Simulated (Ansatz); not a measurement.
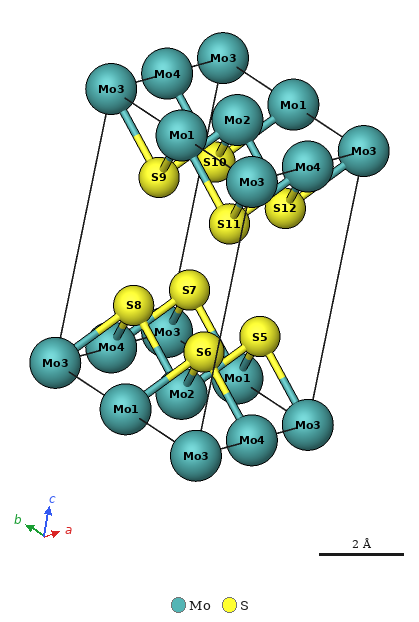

**Figure 1.** The structure as given in the input (ball-and-stick view of the cell of the calculation, seen at an oblique angle; atoms are numbered from 1 in the order of the input). Near neighbours in the crystal (not all of them lie inside the picture): Mo has 6 S at 2.42 Å; S has 3 Mo at 2.42 Å.

**Two runs on MoS₂**

System: MoS₂ (R-3m, 12 atoms in the cell).
Method of run A: DFT PBE+D3(BJ), scalar-relativistic, plane waves, PAW, no spin polarisation (Ansatz 0.2.0).

The structure derives from an entry of the Crystallography Open Database. Text and figures count atoms from 1; the logs count them from 0 in places.

The input, run A:
```yaml
crystal:
  lattice:
    - [3.133457715, -5.4273079657, 0.0]
    - [6.2669154299, 0.0, 0.0]
    - [3.133457715, -1.8091026552, 5.9589013495]
  atoms:
    - { symbol: Mo, position: [0.0, 0.5, 0.0] }
    - { symbol: Mo, position: [0.5, 0.5, 0.0] }
    - { symbol: Mo, position: [0.0, 0.0, 0.0] }
    - { symbol: Mo, position: [0.5, 0.0, 0.0] }
    - { symbol: S, position: [0.7436695412, 0.2436695412, 0.2689913765] }
    - { symbol: S, position: [0.2436695412, 0.2436695412, 0.2689913765] }
    - { symbol: S, position: [0.7436695412, 0.7436695412, 0.2689913765] }
    - { symbol: S, position: [0.2436695412, 0.7436695412, 0.2689913765] }
    - { symbol: S, position: [0.2563304588, 0.7563304588, 0.7310086235] }
    - { symbol: S, position: [0.7563304588, 0.7563304588, 0.7310086235] }
    - { symbol: S, position: [0.2563304588, 0.2563304588, 0.7310086235] }
    - { symbol: S, position: [0.7563304588, 0.2563304588, 0.7310086235] }
basis:
  ecutwfc: 420
kpoints:
  mp_grid: { grid: [12, 12, 10] }
hamiltonian:
  xc: pbe
  dispersion: d3bj
scf:
  occupations: { method: gaussian, width: 0.15 }
output:
  forces: true
  stress: true
  eigenvalues: true
  write_density: true
  write_potential: true
  elf: true
  volumetric_format: npy
```

Launched with:
```bash
ansatz run input.yaml --threads 1 --pin off --max-ram 2560MiB --backend cpu --events-out ev --progress --plain --runs-dir out
```

Hardware: 1 thread of AMD EPYC (Zen 5), 32 GiB of memory available, shared host.

Output, shortened to warnings, some set-up lines, iterations and results (run A):
```
Warning: crystal.symmetry: narrowed to the stabiliser of the k-point mesh — unitary ops 48 → 16; excluded 32 operations that carry a point of the 12×12×10 mesh (shift [0, 0, 0]) off the mesh (the run samples exactly the mesh kpoints.mp_grid names, as under crystal.symmetry.detect: false, and its converged state has the mesh's symmetry, not the crystal's; ε∞, the Born charges and the force …
Basis set: ecut = 420 eV, 3979 PW (Γ), exchange–correlation on 90×90×96 points (8 copies of the dense FFT grid, shifted against one another)
Symmetry: 16 space group operations
k-points: 398 of 1440
Initial density: superposition of atomic densities (neutral atoms: chi_scale 0, normalization atom), corrected by the library's trained network
[...]
SCF iter   1: F=—  HF=-27053.082610 eV  |F-HF|=—  |Δ(HF+E_count)|=         —  Δρ=5.01e-3  dr2=1.26e-1  ethr=1.77e-3  ⟨swp⟩=5.3  Hψ=92478  notcnv=0
SCF iter   2: F=—  HF=-27053.072028 eV  |F-HF|=—  |Δ(HF+E_count)|=   1.06e-2  Δρ=2.39e-3  dr2=1.49e-2  ethr=1.21e-4  ⟨swp⟩=1.5  Hψ=30875  notcnv=0  defer=1
SCF iter   3: F=—  HF=-27053.071471 eV  |F-HF|=—  |Δ(HF+E_count)|=   5.57e-4  Δρ=1.16e-3  dr2=8.45e-3  ethr=1.43e-5  ⟨swp⟩=2.3  Hψ=35169  notcnv=0  defer=1
SCF iter   4: F=—  HF=-27053.070544 eV  |F-HF|=—  |Δ(HF+E_count)|=   9.27e-4  Δρ=3.44e-4  dr2=5.67e-4  ethr=8.13e-6  ⟨swp⟩=2.0  Hψ=33679  notcnv=0  defer=1
SCF iter   5: F=—  HF=-27053.070536 eV  |F-HF|=—  |Δ(HF+E_count)|=   8.10e-6  Δρ=1.01e-4  dr2=2.40e-5  ethr=5.45e-7  ⟨swp⟩=2.0  Hψ=35245  notcnv=0  defer=1
SCF iter   6: F=—  HF=-27053.070540 eV  |F-HF|=—  |Δ(HF+E_count)|=   3.82e-6  Δρ=2.73e-5  dr2=2.57e-6  ethr=2.31e-8  ⟨swp⟩=2.0  Hψ=38264  notcnv=0  defer=1
SCF iter   7: F=—  HF=-27053.070542 eV  |F-HF|=—  |Δ(HF+E_count)|=   2.20e-6  Δρ=7.96e-6  dr2=1.25e-7  ethr=2.47e-9  ⟨swp⟩=2.0  Hψ=38407  notcnv=0  defer=1
SCF iter   8: F=-27053.070542 eV  HF=-27053.070542 eV  |F-HF|=4.81e-9  |Δ(HF+E_count)|=   1.66e-7  Δρ=1.46e-6  dr2=3.69e-9  ethr=9.62e-11  ⟨swp⟩=13.2  Hψ=173593  notcnv=0
SCF 1 converged in 8 iterations: F = -27053.070542 eV  dr2 = 3.69e-9
SCF converged after 8 iterations
Free energy (F): -27053.070542 eV
Harris-Foulkes:  -27053.070542 eV  (|F-HF|=4.81e-9)
Internal energy: -27053.026907 eV  (E = F + TS)
E sigma→0 (E₀):  -27053.048724 eV
Entropy (-TS):   -0.043635 eV (-3.636 meV/atom)
Fermi energy:    11.989575 eV
--- Per-component energies (eV) ---
  E_band       = -526.943592
  E_kinetic    = 2626.554483
  E_local      = -7076.713385  (includes V_loc(G=0)·N_el)
  E_nonlocal   = 798.539399
  E_hartree    = 2679.668274
  E_xc         = -1514.351702
  E_vxc        = -1620.695304  (∫ρ·V_xc dr)
  E_paw        = -17606.537366  (= ΣΔE_a)
  E_vpaw       = -613.967695  (= ΣTr[D̂ρ^β])
  E_aug_tail   = 0.000177  (compensation charges beyond the density's cutoff)
  E_ewald      = -6954.789193
  E_disp       = -5.397593  (pairwise vdW)
  E_smearing   = -0.043635  (= −TS)
  E_closure    = 0.000000  (closes the sum)
  Σ components = -27053.070542   (vs F -27053.070542, Δ=0.00e0)
--- Forces (eV/Å), atoms counted from 1 ---
  atom   1  Mo    -0.00000000     0.00000000     0.00000000
  atom   2  Mo    -0.00000000    -0.00000000     0.00000000
  atom   3  Mo     0.00000000     0.00000000    -0.00000000
  atom   4  Mo    -0.00000000     0.00000000    -0.00000000
  atom   5  S     -0.00001061     0.00000613    -0.00160651
  atom   6  S     -0.00001061     0.00000613    -0.00160651
  atom   7  S     -0.00001061     0.00000613    -0.00160651
  atom   8  S     -0.00001061     0.00000613    -0.00160651
  atom   9  S      0.00001061    -0.00000613     0.00160651
  atom  10  S      0.00001061    -0.00000613     0.00160651
  atom  11  S      0.00001061    -0.00000613     0.00160651
  atom  12  S      0.00001061    -0.00000613     0.00160651
  max |Σ_I F_I| component: 6.94e-18 eV/Å
--- Stress (GPa, compression-positive) ---
        0.063831      -0.000007      -0.000062
       -0.000007       0.063823       0.000036
       -0.000062       0.000036      -0.014353
  P = ⅓ Tr σ = 0.0378 GPa (0.378 kbar)
```

For run B the input was changed thus:
```diff
-  ecutwfc: 420
+  ecutwfc: "14.7 Ry"
+  xc_grid: 2
-  write_density: true
-  write_potential: true
-  elf: true
-  volumetric_format: npy
```

How does run B compare with run A?

The free energy of run B is 1398.7 meV per atom higher, which measures how much it depends on this numerical setting. The pressure goes from 0.04 to −0.34 GPa. The largest force goes from 0.002 to 0.097 eV/Å. More plane waves can only lower the energy of a fixed Hamiltonian, so the higher cutoff gives the lower value. The number of SCF iterations is the same. The plane waves at Γ go from 3979 to 1285. On the same kind of shared host run B took about 0.28 times as long.

Output, shortened to warnings, some set-up lines, iterations and results (run B):
```
Warning: basis.ecutwfc = 200.00368890801178 eV is below the records' recommended 420 eV, and the density's cutoff is lower with it unless basis.ecutrho_ratio is high enough to keep the records' density cutoff: compare with a run at a higher cutoff
Warning: crystal.symmetry: narrowed to the stabiliser of the k-point mesh — unitary ops 48 → 16; excluded 32 operations that carry a point of the 12×12×10 mesh (shift [0, 0, 0]) off the mesh (the run samples exactly the mesh kpoints.mp_grid names, as under crystal.symmetry.detect: false, and its converged state has the mesh's symmetry, not the crystal's; ε∞, the Born charges and the force …
Basis set: ecut = 200.00368890801178 eV, 1285 PW (Γ), exchange–correlation on 60×60×72 points (8 copies of the dense FFT grid, shifted against one another)
Symmetry: 16 space group operations
k-points: 398 of 1440
Initial density: superposition of atomic densities (neutral atoms: chi_scale 0, normalization atom), corrected by the library's trained network
[...]
SCF iter   1: F=—  HF=-27037.194709 eV  |F-HF|=—  |Δ(HF+E_count)|=         —  Δρ=4.55e-2  dr2=4.21e0  ethr=1.77e-3  ⟨swp⟩=5.3  Hψ=90508  notcnv=0
SCF iter   2: F=—  HF=-27036.471121 eV  |F-HF|=—  |Δ(HF+E_count)|=   7.24e-1  Δρ=2.25e-2  dr2=9.91e-1  ethr=1.77e-3  ⟨swp⟩=3.0  Hψ=52575  notcnv=0  defer=1605
SCF iter   3: F=—  HF=-27036.287910 eV  |F-HF|=—  |Δ(HF+E_count)|=   1.83e-1  Δρ=2.21e-3  dr2=9.49e-3  ethr=9.53e-4  ⟨swp⟩=2.0  Hψ=47734  notcnv=0  defer=1605
SCF iter   4: F=—  HF=-27036.287807 eV  |F-HF|=—  |Δ(HF+E_count)|=   1.03e-4  Δρ=4.71e-4  dr2=1.71e-3  ethr=9.13e-6  ⟨swp⟩=2.0  Hψ=37335  notcnv=0  defer=1605
SCF iter   5: F=—  HF=-27036.287679 eV  |F-HF|=—  |Δ(HF+E_count)|=   1.27e-4  Δρ=1.62e-4  dr2=2.42e-4  ethr=1.64e-6  ⟨swp⟩=1.1  Hψ=24509  notcnv=0  defer=1605
SCF iter   6: F=—  HF=-27036.287679 eV  |F-HF|=—  |Δ(HF+E_count)|=   8.73e-7  Δρ=4.50e-5  dr2=6.22e-6  ethr=2.33e-7  ⟨swp⟩=2.0  Hψ=34961  notcnv=0  defer=1605
SCF iter   7: F=—  HF=-27036.286447 eV  |F-HF|=—  |Δ(HF+E_count)|=   1.23e-3  Δρ=1.33e-5  dr2=3.35e-7  ethr=5.98e-9  ⟨swp⟩=2.0  Hψ=39930  notcnv=0  defer=1605
SCF iter   8: F=-27036.286448 eV  HF=-27036.286447 eV  |F-HF|=2.68e-8  |Δ(HF+E_count)|=   4.11e-7  Δρ=3.08e-6  dr2=2.32e-8  ethr=9.62e-11  ⟨swp⟩=9.9  Hψ=100697  notcnv=0
SCF 1 converged in 8 iterations: F = -27036.286448 eV  dr2 = 2.32e-8
SCF converged after 8 iterations
Free energy (F): -27036.286448 eV
Harris-Foulkes:  -27036.286447 eV  (|F-HF|=2.68e-8)
Internal energy: -27036.243498 eV  (E = F + TS)
E sigma→0 (E₀):  -27036.264973 eV
Entropy (-TS):   -0.042949 eV (-3.579 meV/atom)
Fermi energy:    12.016607 eV
--- Per-component energies (eV) ---
  E_band       = -547.756537
  E_kinetic    = 2624.299159
  E_local      = -7010.551952  (includes V_loc(G=0)·N_el)
  E_nonlocal   = 775.715244
  E_hartree    = 2642.471817
  E_xc         = -1514.026599
  E_vxc        = -1620.921124  (∫ρ·V_xc dr)
  E_paw        = -17593.965522  (= ΣΔE_a)
  E_vpaw       = -601.238924  (= ΣTr[D̂ρ^β])
  E_aug_tail   = 0.001140  (compensation charges beyond the density's cutoff)
  E_ewald      = -6954.789193
  E_disp       = -5.397593  (pairwise vdW)
  E_smearing   = -0.042949  (= −TS)
  E_closure    = -0.000000  (closes the sum)
  Σ components = -27036.286448   (vs F -27036.286448, Δ=0.00e0)
--- Forces (eV/Å), atoms counted from 1 ---
  atom   1  Mo     0.00000000    -0.00000000     0.00000000
  atom   2  Mo    -0.00000000     0.00000000     0.00000000
  atom   3  Mo     0.00000000    -0.00000000     0.00000000
  atom   4  Mo     0.00000000     0.00000000    -0.00000000
  atom   5  S     -0.00014222     0.00008211    -0.09742487
  atom   6  S     -0.00014222     0.00008211    -0.09742487
  atom   7  S     -0.00014222     0.00008211    -0.09742487
  atom   8  S     -0.00014222     0.00008211    -0.09742487
  atom   9  S      0.00014222    -0.00008211     0.09742487
  atom  10  S      0.00014222    -0.00008211     0.09742487
  atom  11  S      0.00014222    -0.00008211     0.09742487
  atom  12  S      0.00014222    -0.00008211     0.09742487
  max |Σ_I F_I| component: 1.39e-17 eV/Å
--- Stress (GPa, compression-positive) ---
        0.065007       0.004818      -0.002568
        0.004818       0.070571       0.001483
       -0.002568       0.001483      -1.163455
  P = ⅓ Tr σ = -0.3426 GPa (-3.426 kbar)
```

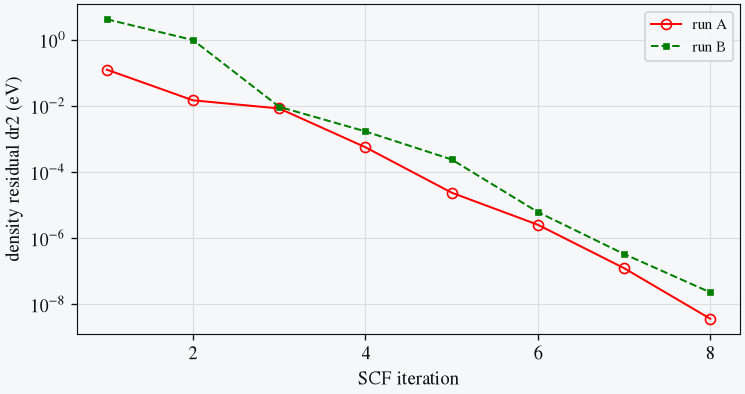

**Figure 2.** Convergence of the two runs: density residual dr2 against the SCF iteration. Run A takes 8 iterations in all, and run B takes 8.

The two runs side by side:

```csv
quantity,run A,run B
outcome,converged,converged
free energy per atom (eV),−2254.4225,−2253.0239
"energy per atom, smearing taken to zero (eV)",−2254.4207,−2253.0221
gap on the mesh (eV),0.00,0.00
pressure (GPa),0.04,−0.34
largest force (eV/Å),0.002,0.097
SCF iterations,8,8
irreducible k-points,398,398
plane waves at Γ,3979,1285
wall time (shared host),1.8 min,31 s
```

For run A: Warnings: the k-point mesh lowers the symmetry that the run can use. For run B: These settings are looser than, or depart from, a standard set-up, so the numbers are not reference values for this system. Warnings: the cutoff is below the recommended one; the k-point mesh lowers the symmetry that the run can use.
